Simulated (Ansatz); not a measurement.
## Single-point calculation of Cu

Cu (2 atoms in the cell), computed with DFT r2SCAN, scalar-relativistic, plane waves, PAW, no spin polarisation (Ansatz 0.2.0).

The structure derives from a Materials Project entry. Figures and captions count atoms from 1; the log counts them from 0 in places.

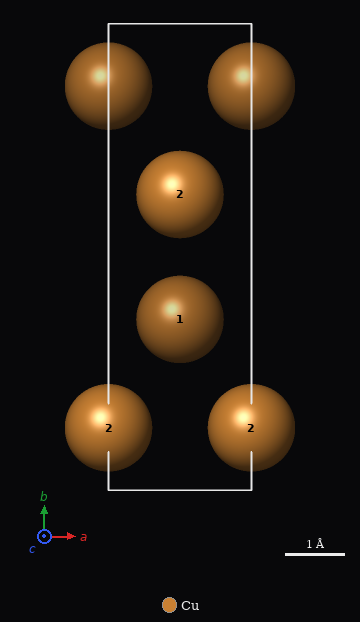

*The structure as given in the input (spheres-only view of the cell 2 times as large as that of the calculation, set on its symmetry axes, along the c axis; atoms are numbered from 1 in the order of the input). An atom can appear more than once, as a periodic image.*

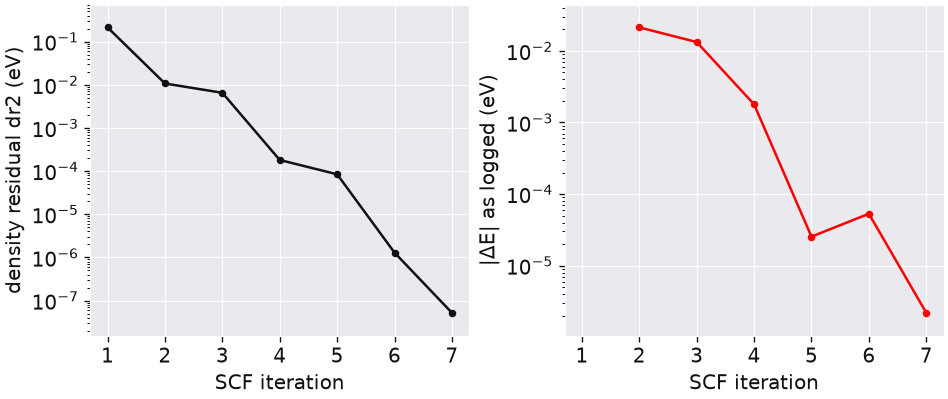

*Convergence of the self-consistent field: density residual dr2 and size of the energy change against the SCF iteration.*

The residual falls at every step.

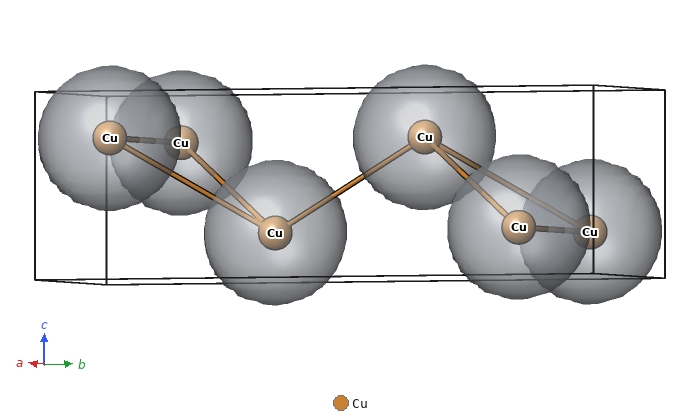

*Isosurface of the valence charge density (pseudo) at 0.5 e/Å³ (grey), seen at an oblique angle. Sticks mark near contacts. The outline is the cell set on symmetry axes.*

At this value the density breaks into separate islands; it holds about 90 % of the electrons treated as valence (semicore included). It is pinched off along the Cu–Cu (2.44 Å) and Cu–Cu (2.54 Å) contacts. On the grid the lowest density along these lines, outside the cores, is 0.31 e/Å³ (Cu–Cu, 2.44 Å) and 0.28 e/Å³ (Cu–Cu, 2.54 Å). In a PAW calculation such maps are meaningful between the atoms, not at the nuclei.

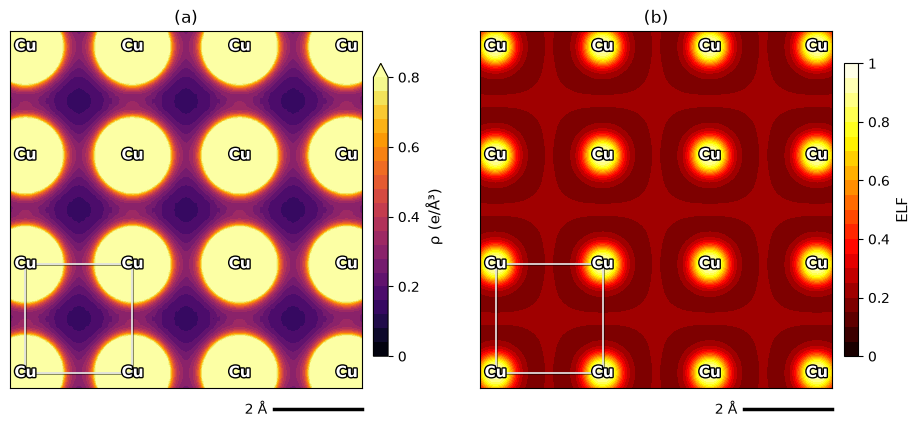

*(a) valence charge density (pseudo); (b) ELF on the (010) plane of the conventional cell.*

Cu–Cu (2.44 Å): ρ is about 0.31 e/Å³ halfway; the ELF is about 0.20 at the midpoint; no localised pair between them. Away from the nuclei the density in this plane falls to 0.14 e/Å³ at its lowest. The strong features right at Cu lie inside the PAW spheres (semicore, d or f shells) and say nothing about bonding.

The input and output of the run follow.

The input:
```yaml
crystal:
  lattice:
    - [1.21846369, -3.9763780104, 0.0]
    - [1.21846369, 3.9763780104, 0.0]
    - [0.0, 0.0, 2.4754955235]
  atoms:
    - { symbol: Cu, position: [0.13386665, 0.86613335, 0.25] }
    - { symbol: Cu, position: [0.86613335, 0.13386665, 0.75] }
basis:
  ecutwfc: 500
kpoints:
  mp_grid: { grid: [22, 22, 22] }
hamiltonian:
  xc: r2scan
scf:
  occupations: { method: gaussian, width: 0.15 }
output:
  forces: true
  stress: true
  eigenvalues: true
  write_density: true
  write_potential: true
  elf: true
  volumetric_format: npy
```

Launched with:
```bash
ansatz run input.yaml --threads 1 --pin off --max-ram 2560MiB --backend cpu --events-out ev --progress --plain --runs-dir out
```

The program's output:
```
Engine: ansatz 0.2.0, aarch64-unknown-linux-gnu
Pseudopotentials: kind: paw
Pseudopotential: Cu, paw, valence charge 19, recommended cutoff 500 eV (meta_gga), Cu.paw.azcp
Functional definition: r2SCAN
  parameter k0 = 0.174
  parameter k1 = 0.065
  parameter a1 = 4.9479
  exchange = r2scan_x(k0 = k0, k1 = k1, a1 = a1)
  correlation = r2scan_c
Crystal: 2 atoms, lattice volume = 23.988 Å³
Basis set: ecut = 500 eV, 607 PW (Γ), exchange–correlation on 128×128×80 points (64 copies of the dense FFT grid, shifted against one another)
Bands: 23, of which v1, the nominal top of the filled ones, is band 19 counted from 1 (18 counted from 0)
Symmetry: 8 space group operations
Space group: Cmcm (ITA 63), of the structure as read, at distance tolerance 2.9e-5 Å
k-points: 1596 of 10648
Non-local potential: Cu, projectors of the file, l = 0: 3, l = 1: 2, l = 2: 3, l = 3: 1
PAW form: soft (Blöchl's): semilocal exchange-correlation on the pseudo side does not see the compensation charge
PAW frozen core: Cu, regenerated for the run's functional (the file was generated under x = pbe(κ = 0.804, μ = 0.2195149727645171), c = pbe(β = 0.06672455060314922))
PAW one-centre angular grid: Cu, 590 points (default); XC on 160 Gauss nodes
Initial density: superposition of atomic densities (neutral atoms: chi_scale 0, normalization atom), corrected by the library's trained network
Initial wavefunctions: pseudopotential atomic-orbital guess
Functional: x = r2scan, c = r2scan; τ floored in thin density (d = 2e-4 eV/Å³)
SCF iter   1: F=—  HF=-13262.204613 eV  |F-HF|=—  |Δ(HF+E_count)|=         —  Δρ=4.00e-2  dr2=2.13e-1  dr2_τ=1.76e-3  ethr=1.77e-3  ⟨swp⟩=4.9  Hψ=133596  notcnv=0
preconditioner: auto → none  [metal: Δε(μ)=0.010 eV  Ē_g=11.184 eV  σ=0.150 eV  W_gap=0.04  n_scr=8 (ndim 8)  ℏωp=35.6 eV  f_vac=0.000  D(μ)=0.53/eV (n_scr^D=2)  sad-step TF]
SCF iter   2: F=—  HF=-13262.183313 eV  |F-HF|=—  |Δ(HF+E_count)|=   2.13e-2  Δρ=1.12e-2  dr2=1.07e-2  dr2_τ=2.43e-3  ethr=5.61e-4  ⟨swp⟩=2.0  Hψ=71968  notcnv=0  defer=250
SCF iter   3: F=—  HF=-13262.170019 eV  |F-HF|=—  |Δ(HF+E_count)|=   1.33e-2  Δρ=6.26e-3  dr2=6.51e-3  dr2_τ=5.19e-5  ethr=2.82e-5  ⟨swp⟩=2.0  Hψ=72813  notcnv=0  defer=250
SCF iter   4: F=—  HF=-13262.168232 eV  |F-HF|=—  |Δ(HF+E_count)|=   1.79e-3  Δρ=8.75e-4  dr2=1.81e-4  dr2_τ=9.25e-6  ethr=1.71e-5  ⟨swp⟩=1.9  Hψ=48806  notcnv=0  defer=250
SCF iter   5: F=—  HF=-13262.168257 eV  |F-HF|=—  |Δ(HF+E_count)|=   2.54e-5  Δρ=9.00e-4  dr2=8.43e-5  dr2_τ=6.55e-7  ethr=4.77e-7  ⟨swp⟩=2.0  Hψ=54086  notcnv=0  defer=250
SCF iter   6: F=—  HF=-13262.168310 eV  |F-HF|=—  |Δ(HF+E_count)|=   5.31e-5  Δρ=1.15e-4  dr2=1.29e-6  dr2_τ=4.17e-8  ethr=2.22e-7  ⟨swp⟩=2.0  Hψ=53392  notcnv=0  defer=250
SCF iter   7: F=-13262.168312 eV  HF=-13262.168312 eV  |F-HF|=1.13e-7  |Δ(HF+E_count)|=   2.19e-6  Δρ=2.00e-5  dr2=5.21e-8  dr2_τ=1.79e-9  ethr=2.63e-10  ⟨swp⟩=6.6  Hψ=255797  notcnv=0
SCF 1 converged in 7 iterations: F = -13262.168312 eV  dr2 = 5.21e-8
  greatest PAW one-centre occupation: 1.000 electrons in one spin orbital (limit 2), on the Cu atom at site 1 (counted from 0), in its partial waves of l = 0
SCF converged after 7 iterations
Free energy (F): -13262.168312 eV
Harris-Foulkes:  -13262.168312 eV  (|F-HF|=1.13e-7)
Internal energy: -13262.162188 eV  (E = F + TS)
E sigma→0 (E₀):  -13262.165250 eV
Entropy (-TS):   -0.006124 eV (-3.062 meV/atom)
Fermi energy:    16.230872 eV
--- Per-component energies (eV) ---
  E_band       = -784.962086
  E_kinetic    = 600.138438
  E_local      = -8286.242734  (includes V_loc(G=0)·N_el)
  E_nonlocal   = 792.291264
  E_hartree    = 3662.431617
  E_xc         = -167.322078
  E_vxc        = -248.945204  (∫ρ·V_xc dr)
  E_paw        = -3357.734756  (= ΣΔE_a)
  E_vpaw       = -985.012794  (= ΣTr[D̂ρ^β])
  E_aug_tail   = 0.000305  (compensation charges beyond the density's cutoff)
  E_vtau       = 17.948820  (kinetic-family band-sum trace: ∫τ·v_τ [+ j·A + Jᵃ·Aᵃ] dr)
  E_ewald      = -6505.122028
  E_core_change = -0.602216  (= ΣΔE_core)
  E_smearing   = -0.006124  (= −TS)
  E_closure    = -0.000000  (closes the sum)
  Σ components = -13262.168312   (vs F -13262.168312, Δ=0.00e0)
--- Forces (eV/Å), atoms counted from 1 ---
  atom   1  Cu     0.00000000     0.00558474    -0.00000000
  atom   2  Cu     0.00000000    -0.00558474     0.00000000
  max |Σ_I F_I| component: 0.00e0 eV/Å
--- Stress (GPa, compression-positive) ---
        0.269277       0.000000       0.000000
        0.000000       0.097128       0.000000
        0.000000       0.000000       0.371589
  P = ⅓ Tr σ = 0.2460 GPa (2.460 kbar)
--- Band table (eV; the first three rows and the last of 1596) ---
  k-point 0: bands = ["-100.2042", "-100.1858", "-56.0919", "-56.0032", "-55.9653", "-55.9653", "-55.9583", "-55.9445", "6.6461", "11.1124", "11.9124", "12.4070", "13.1336", "13.3920", "13.8181", "14.1334", "14.3152", "14.4567", "14.7505", "16.1748", "21.2935", "31.6616", "35.3920"]
  k-point 1: bands = ["-100.2040", "-100.1858", "-56.0911", "-56.0048", "-55.9672", "-55.9658", "-55.9581", "-55.9445", "6.7022", "11.1450", "11.9193", "12.4139", "13.1204", "13.4039", "13.8132", "14.1073", "14.3298", "14.4512", "14.5917", "16.3943", "21.3120", "30.9188", "35.4604"]
  k-point 2: bands = ["-100.2032", "-100.1856", "-56.0887", "-56.0092", "-55.9728", "-55.9673", "-55.9575", "-55.9443", "6.8695", "11.2402", "11.9391", "12.4317", "13.0824", "13.4375", "13.7979", "14.0443", "14.2755", "14.3593", "14.4367", "16.8963", "21.3689", "29.3741", "35.6639"]
  k-point 1595: bands = ["-100.1877", "-100.1877", "-56.0960", "-56.0960", "-55.9931", "-55.9931", "-55.9449", "-55.9449", "11.0393", "11.0393", "12.5285", "12.5285", "13.6697", "13.6697", "14.1679", "14.1679", "14.6296", "14.6296", "15.2309", "15.2309", "20.1490", "20.1490", "34.9010"]
```

Key numbers:

- outcome: converged
- space group (tolerance 0.01 Å): Cmcm (63)
- electrons treated: 38
- free energy: −13262.1683 eV
- Fermi energy: 16.231 eV
- gap on the k-point mesh: none (metallic)
- pressure: 0.25 GPa
- largest force (length of the vector): 0.006 eV/Å
- hardware: 1 thread of Arm Neoverse V1, 24 GiB of memory available, shared host
- wall time: 2.6 min
- peak memory: 1.1 GiB
